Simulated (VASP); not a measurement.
AlN: geometry relaxation (part 2 of 3)

Continued. System: AlN (Imm2, 4 atoms in the cell). Method: Kohn-Sham DFT of a periodic cell, LDA, VASP PAW LDA potentials, recommended, no spin polarisation (VASP 6.6.1); cutoff 220 eV, 3×3×3 k-mesh, Gaussian smearing of 0.02 eV. The structure was built on a prototype by a generator; it need not be a known phase.

Geometry of the input (Å; fractional positions):
```
3.1378  0.0000  0.0000
0.0000  4.4375  0.0000
-0.0000  0.0000  3.0307
Al 0.0000  0.0000  0.0000
Al 0.5000  0.5000  0.5000
N  0.0000  0.2500  0.5000
N  0.5000  0.7500  0.0000
```

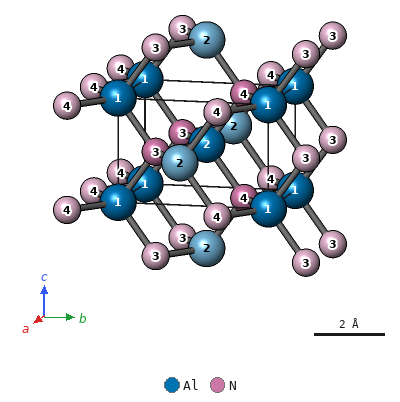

Fig. 1: The starting structure (ball-and-stick view of the cell of the calculation, seen slightly off an axis; neighbours outside the cell are drawn fainter; atoms are numbered from 1 in the order of the input).

Parts of OUTCAR, continued
```
  LATTYP: Found a body centered orthorhombic cell.
 ALAT       =     3.0306697597
 B/A-ratio  =     1.0353428344
 C/A-ratio  =     1.4641958781

  Lattice vectors:

 A1 = (  -1.5688911095,  -2.2187470850,  -1.5153348798)
 A2 = (   1.5688911095,  -2.2187470850,   1.5153348798)
 A3 = (  -1.5688911095,   2.2187470850,   1.5153348798)

   2 primitive cells build up your supercell.

 Routine SETGRP: Setting up the symmetry group for a
 simple orthorhombic supercell.

 Subroutine GETGRP returns: Found  4 space group operations
 (whereof  4 operations were pure point group operations)
 out of a pool of  8 trial point group operations.

The dynamic configuration has the point symmetry C_2v.

 Subroutine INISYM returns: Found  4 space group operations
 (whereof  4 operations are pure point group operations),
 and found     2 'primitive' translations

----------------------------------------------------------------------------------------

                                     Primitive cell

  volume of cell :      21.0994

  direct lattice vectors                    reciprocal lattice vectors
    -1.568891110 -2.218747085 -1.515334880    -0.318696433 -0.225352409  0.000000000
     1.568891110 -2.218747085  1.515334880    -0.000000000 -0.225352409  0.329960068
    -1.568891110  2.218747085  1.515334880    -0.318696433  0.000000000  0.329960068

  length of vectors
     3.111349826  3.111349826  3.111349826     0.390321822  0.399571464  0.458738556

  position of ions in fractional coordinates (direct lattice)
     0.000000000  0.000000000  0.000000000
     0.750000000  0.250000000  0.500000000

  ion indices of the primitive-cell ions
   primitive index   ion index
                 1           1
                 2           3

----------------------------------------------------------------------------------------

 KPOINTS: regular mesh

Automatic generation of k-mesh.
 Grid dimensions read from file:
 generate k-points for:    3    3    3

 Generating k-lattice:

  Cartesian coordinates                     Fractional coordinates (reciprocal lattice)
     0.106232144  0.000000000  0.000000000     0.333333333  0.000000000  0.000000000
     0.000000000  0.075117470  0.000000000     0.000000000  0.333333333  0.000000000
     0.000000000  0.000000000  0.109986689     0.000000000  0.000000000  0.333333333

  Length of vectors
     0.106232144  0.075117470  0.109986689

  Shift w.r.t. Gamma in fractional coordinates (k-lattice)
     0.000000000  0.000000000  0.000000000

 Subroutine IBZKPT returns following result:
 ===========================================

 Found      8 irreducible k-points:

 Following reciprocal coordinates:
            Coordinates               Weight
  0.000000  0.000000  0.000000      1.000000
  0.333333  0.000000  0.000000      2.000000
  0.000000  0.333333  0.000000      2.000000
  0.333333  0.333333  0.000000      4.000000
  0.000000  0.000000  0.333333      2.000000
  0.333333  0.000000  0.333333      4.000000
  0.000000  0.333333  0.333333      4.000000
  0.333333  0.333333  0.333333      8.000000
   k-points           NKPTS =      8   k-points in BZ     NKDIM =      8   number of bands    NBANDS=     12
   number of dos      NEDOS =    301   number of ions     NIONS =      4
   total plane-waves  NPLWV =   6144
   dimension x,y,z NGX =    16 NGY =   24 NGZ =   16
   dimension x,y,z NGXF=    32 NGYF=   48 NGZF=   32
   ions per type =               2   2
   NGX,Y,Z   is equivalent  to a cutoff of   8.48,  8.99,  8.78 a.u.
   NGXF,Y,Z  is equivalent  to a cutoff of  16.95, 17.98, 17.55 a.u.
 SYSTEM =  unknown system
   PREC   = accura    normal or accurate (medium, high low for compatibility)
   ISTART =      0    job   : 0-new  1-cont  2-samecut
   ICHARG =      2    charge: 1-file 2-atom 10-const
   ISPIN  =      1    spin polarized calculation?
   LNONCOLLINEAR =      F non collinear calculations
   LSORBIT =      F    spin-orbit coupling
   LASPH  =      T    aspherical Exc in radial PAW
   ENCUT  =  220.0 eV  16.17 Ry    4.02 a.u.   3.79  5.37  3.67*2*pi/ulx,y,z
   NELM   =     80;   NELMIN=  2; NELMDL= -5     # of ELM steps
   EDIFF  = 0.1E-05   stopping-criterion for ELM
   LREAL  =      F    real-space projection
   EDIFFG = -.5E-02   stopping-criterion for IOM
   NSW    =     60    number of steps for IOM
   IBRION =      2    ionic relax: 0-MD 1-quasi-New 2-CG
   NFREE  =      1    steps in history (QN), initial steepest desc. (CG)
   ISIF   =      3    stress and relaxation
   ISYM   =      2    0-nonsym 1-usesym 2-fastsym
   POTIM  = 0.5000    time-step for ionic-motion
   TEBEG  =    0.0;   TEEND  =   0.0 temperature during run
   PSTRESS=    0.0 pullay stress
   NELECT =      16.0000    total number of electrons
   NUPDOWN=      -1.0000    fix difference up-down
   EMIN   =  10.00;   EMAX   =-10.00  energy-range for DOS
   EFERMI =   0.00;   METHOD = LEGACY
   ISMEAR =     0;   SIGMA  =   0.02  broadening in eV -4-tet -1-fermi 0-gaus
   EFERMI_NEDOS =   21; number of points for ismear=-14 and -15
   IALGO  =     68    algorithm
   IMIX   =      4    mixing-type and parameters
     AMIX     =   0.40;   BMIX     =  1.00
     AMIX_MAG =   1.60;   BMIX_MAG =  1.00
  volume/ion in A,a.u.               =      10.55        71.19
  Fermi-wavevector in a.u.,A,eV,Ry     =   1.184900  2.239137 19.102422  1.403988
  Thomas-Fermi vector in A             =   2.321105
   LORBIT       =      0    0 simple, 1 ext, 2 COOP (PROOUT), +10 PAW based schemes
   GGA     = CA    functional components
   LHFCALC =     F    Hartree Fock is set to
   AEXX    =    0.0000 exact exchange contribution
   IVDW    =     0    specifies the selected vdW correction
   LEPSILON=     F    determine dielectric tensor
   LRPA    =     F    only Hartree local field effects (RPA)
 conjugate gradient relaxation of ions
 non-spin polarized calculation
 RMM-DIIS sequential band-by-band and
 Gauss-broadening in eV      SIGMA  =   0.02
  energy-cutoff  :      220.00
  volume of cell :       42.20
 maximum number of plane-waves:       319
 NGX is ok and might be reduce to    16
   NGX =  7   NGY = 11   NGZ =  7

--------------------------------------- Ionic step        1  -------------------------------------------

 number of electron      15.9999999 magnetization

 Free energy of the ion-electron system (eV)
  ---------------------------------------------------
  ext. energy  EPLUGINS =         0.00000000
  ---------------------------------------------------
  free energy    TOTEN  =       -32.21405721 eV

  energy without entropy =      -32.21405721  energy(sigma->0) =      -32.21405721

------------------------ aborting loop because EDIFF is reached ----------------------------------------

  FORCE on cell =-STRESS in cart. coord.  units (eV):
  Direction    XX          YY          ZZ          XY          YZ          ZX
  --------------------------------------------------------------------------------------
  -------------------------------------------------------------------------------------
  Total      -19.8734595    -19.1312226    -16.0047446      0.0000000      0.0000000      0.0000000
  in kB     -754.5444837   -726.3636434   -607.6592638      0.0000000      0.0000000      0.0000000
  external PRESSURE =    -696.1891303 kB  Pullay stress =       0.0000000 kB

 VOLUME and BASIS-vectors are now :
 -----------------------------------------------------------------------------
  energy-cutoff  :      220.00
  volume of cell :       42.20
      direct lattice vectors                 reciprocal lattice vectors
     3.137782219  0.000000000  0.000000000     0.318696433  0.000000000  0.000000000
     0.000000000  4.437494170  0.000000000     0.000000000  0.225352409  0.000000000
     0.000000000  0.000000000  3.030669760     0.000000000  0.000000000  0.329960068

 POSITION                                       TOTAL-FORCE (eV/Angst)
 -----------------------------------------------------------------------------------
      0.00000      0.00000      0.00000         0.000000     -0.318120     -0.000000
      1.56889      2.21875      1.51533         0.000000     -0.318120     -0.000000
      0.00000      1.10937      1.51533         0.000000      0.318120     -0.000000
      1.56889      3.32812      0.00000         0.000000      0.318120      0.000000
 -----------------------------------------------------------------------------------
    total drift:                                0.000000      0.001060     -0.000000

  FREE ENERGIE OF THE ION-ELECTRON SYSTEM (eV)
  ---------------------------------------------------
  free  energy   TOTEN  =       -32.2140572058 eV

  energy  without entropy=      -32.2140572058  energy(sigma->0) =      -32.21405721

--------------------------------------- Ionic step        2  -------------------------------------------

 number of electron      15.9999991 magnetization

------------------------ aborting loop because EDIFF is reached ----------------------------------------

  FORCE on cell =-STRESS in cart. coord.  units (eV):
  Direction    XX          YY          ZZ          XY          YZ          ZX
  --------------------------------------------------------------------------------------
  -------------------------------------------------------------------------------------
  Total      -17.5421012     -4.1263243     31.0125090      0.0000000      0.0000000      0.0000000
  in kB     -825.3429286   -194.1405167   1459.1156800      0.0000000      0.0000000      0.0000000
  external PRESSURE =     146.5440782 kB  Pullay stress =       0.0000000 kB

 VOLUME and BASIS-vectors are now :
 -----------------------------------------------------------------------------
  energy-cutoff  :      220.00
  volume of cell :       34.05
      direct lattice vectors                 reciprocal lattice vectors
     3.137782219  0.000000000  0.000000000     0.318696433  0.000000000  0.000000000
     0.000000000  4.437494170  0.000000000     0.000000000  0.225352409  0.000000000
     0.000000000  0.000000000  2.445666122     0.000000000  0.000000000  0.408886557

 POSITION                                       TOTAL-FORCE (eV/Angst)
 -----------------------------------------------------------------------------------
      0.00000      4.42215      2.44567         0.000000     -4.437542      0.000000
      1.56889      2.20340      1.22283         0.000000     -4.437542      0.000000
      0.00000      1.12472      1.22283         0.000000      4.437542     -0.000000
      1.56889      3.34347      0.00000         0.000000      4.437542     -0.000000
 -----------------------------------------------------------------------------------
    total drift:                                0.000000     -0.000151      0.000004

  FREE ENERGIE OF THE ION-ELECTRON SYSTEM (eV)
  ---------------------------------------------------
  free  energy   TOTEN  =       -31.0420604900 eV

  energy  without entropy=      -31.0420604900  energy(sigma->0) =      -31.04206049

--------------------------------------- Ionic step        3  -------------------------------------------

 number of electron      15.9999995 magnetization

------------------------ aborting loop because EDIFF is reached ----------------------------------------

  FORCE on cell =-STRESS in cart. coord.  units (eV):
  Direction    XX          YY          ZZ          XY          YZ          ZX
  --------------------------------------------------------------------------------------
  -------------------------------------------------------------------------------------
  Total      -18.8018559    -14.8107421     -1.5834386      0.0000000      0.0000000      0.0000000
  in kB     -769.2641046   -605.9706158    -64.7852275      0.0000000      0.0000000      0.0000000
  external PRESSURE =    -480.0066493 kB  Pullay stress =       0.0000000 kB

 VOLUME and BASIS-vectors are now :
 -----------------------------------------------------------------------------
  energy-cutoff  :      220.00
  volume of cell :       39.16
      direct lattice vectors                 reciprocal lattice vectors
     3.137782219  0.000000000  0.000000000     0.318696433  0.000000000  0.000000000
     0.000000000  4.437494170  0.000000000     0.000000000  0.225352409  0.000000000
     0.000000000  0.000000000  2.812388040     0.000000000  0.000000000  0.355569710

 POSITION                                       TOTAL-FORCE (eV/Angst)
 -----------------------------------------------------------------------------------
      0.00000      4.43177      0.00000         0.000000     -1.201237      0.000000
      1.56889      2.21302      1.40619        -0.000000     -1.201237      0.000000
      0.00000      1.11510      1.40619         0.000000      1.201237     -0.000000
      1.56889      3.33385      0.00000        -0.000000      1.201237     -0.000000
 -----------------------------------------------------------------------------------
    total drift:                                0.000000      0.000614      0.000001

  FREE ENERGIE OF THE ION-ELECTRON SYSTEM (eV)
  ---------------------------------------------------
  free  energy   TOTEN  =       -32.8998118231 eV

  energy  without entropy=      -32.8998118231  energy(sigma->0) =      -32.89981182

[... ionic steps 4 to 7 ...]

--------------------------------------- Ionic step        8  -------------------------------------------

 number of electron      15.9999970 magnetization

------------------------ aborting loop because EDIFF is reached ----------------------------------------

  FORCE on cell =-STRESS in cart. coord.  units (eV):
  Direction    XX          YY          ZZ          XY          YZ          ZX
  --------------------------------------------------------------------------------------
  -------------------------------------------------------------------------------------
  Total      -17.1588198    -14.5421000     -0.0121047      0.0000000      0.0000000      0.0000000
  in kB     -716.3484186   -607.1052933     -0.5053473      0.0000000      0.0000000      0.0000000
  external PRESSURE =    -441.3196864 kB  Pullay stress =       0.0000000 kB

 VOLUME and BASIS-vectors are now :
```
